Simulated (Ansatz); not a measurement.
# In₅P₃ (cell charge −2, with a compensating background) (distorted or defective cell): what the fields show

Input

```
crystal:
  lattice:
    - [0.0, 0.0, -5.9597880294]
    - [0.0, -5.9597880294, 0.0]
    - [-5.9597880294, 0.0, 0.0]
  atoms:
    - { symbol: In, position: [0.9921385437, 0.9921385437, 1.0078614563] }
    - { symbol: In, position: [-0.0078614563, 0.5078614563, 0.4921385437] }
    - { symbol: In, position: [0.5078614563, -0.0078614563, 0.4921385437] }
    - { symbol: In, position: [0.5078614563, 0.5078614563, 1.0078614563] }
    - { symbol: In, position: [0.25, 0.25, 0.75] }
    - { symbol: P, position: [0.25, 0.75, 0.25] }
    - { symbol: P, position: [0.75, 0.25, 0.25] }
    - { symbol: P, position: [0.75, 0.75, 0.75] }
  host:
    lattice:
      - [0.0, 2.9798940147, 2.9798940147]
      - [2.9798940147, 0.0, 2.9798940147]
      - [2.9798940147, 2.9798940147, 0.0]
    atoms:
      - { symbol: In, position: [0.0, 0.0, 0.0] }
      - { symbol: P, position: [0.25, 0.25, 0.25] }
total_charge: -2
basis:
  ecutwfc: 420
  xc_grid: 2
kpoints:
  mp_grid: { grid: [3, 3, 3], shift: [0.0, 0.0, 0.0] }
hamiltonian:
  xc: pbe
scf:
  occupations: { method: gaussian, width: 0.02 }
output:
  forces: true
  stress: false
  eigenvalues: true
  charged_corrections:
    defect_position: [0.25, 0.25, 0.75]
    epsilon: [[15.0794, 0.0, 0.0], [0.0, 15.0794, 0.0], [0.0, 0.0, 15.0794]]
  write_density: true
  write_potential: true
  elf: true
  volumetric_format: npy
relax:
  adjacent_minimum: "off"
  f_tol: 0.025
  max_steps: 45
```

Run with:

```sh
ansatz run input.yaml --threads 4 --pin off --max-ram 10240MiB --backend cpu --events-out ev --progress --plain --runs-dir out
```

The fields are those of the run's last geometry, not of the input's.

All numbers below come from DFT PBE, scalar-relativistic, plane waves, PAW (Ansatz).

In a PAW calculation such maps are meaningful between the atoms, not at the nuclei.

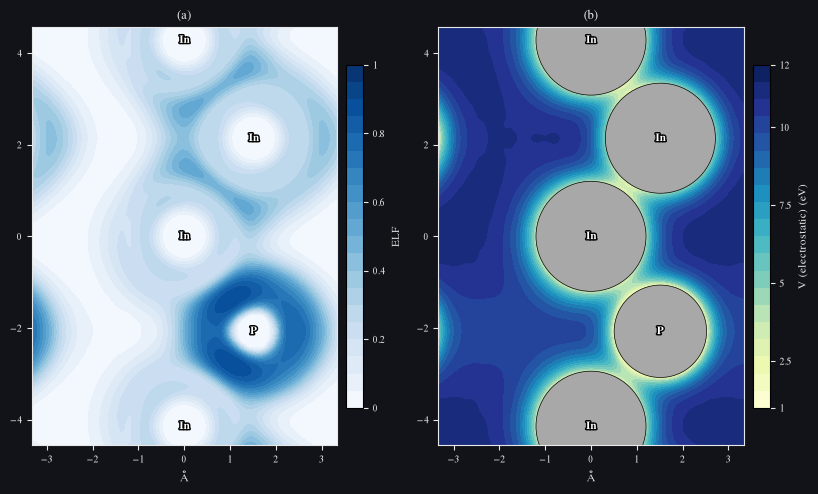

Figure 1. (a) electron localisation function; (b) electrostatic potential (local pseudopotential plus Hartree) felt by an electron on the (011) plane of the calculation cell. Grey discs cover the atomic cores in the potential map.

### Read the bonding off the picture.

- The section cuts through In and P sites.
- In–P (2.57 Å): the ELF peaks at about 0.90 in the valence shell of P, 0.9 Å from its nucleus, and is about 0.50 at the midpoint.
- In–In (2.62 Å): the ELF is about 0.45 at the midpoint.
- Outside the cores the potential energy rises away from the atoms and is highest about 2.4 Å from the nearest atoms; its zero is arbitrary.

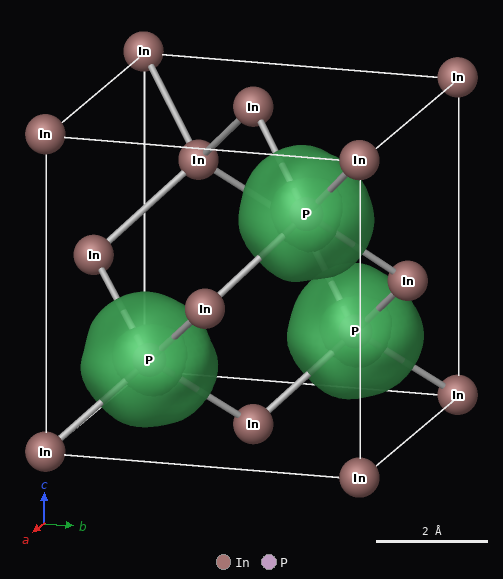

Figure 2. Isosurface of the ELF at 0.7 (green), seen slightly off an axis. Core shells and regions of very low density are left out. Sticks mark near contacts.

### Describe the localisation domains.

The surface consists of three regions wrapped around P (the valence shell of each), counted in one cell of 8 atoms. Any copies at cell faces, edges or corners count once.

### Does the calculation make it a metal, or give it a gap?

It is gapless in this calculation (a metal or semimetal).
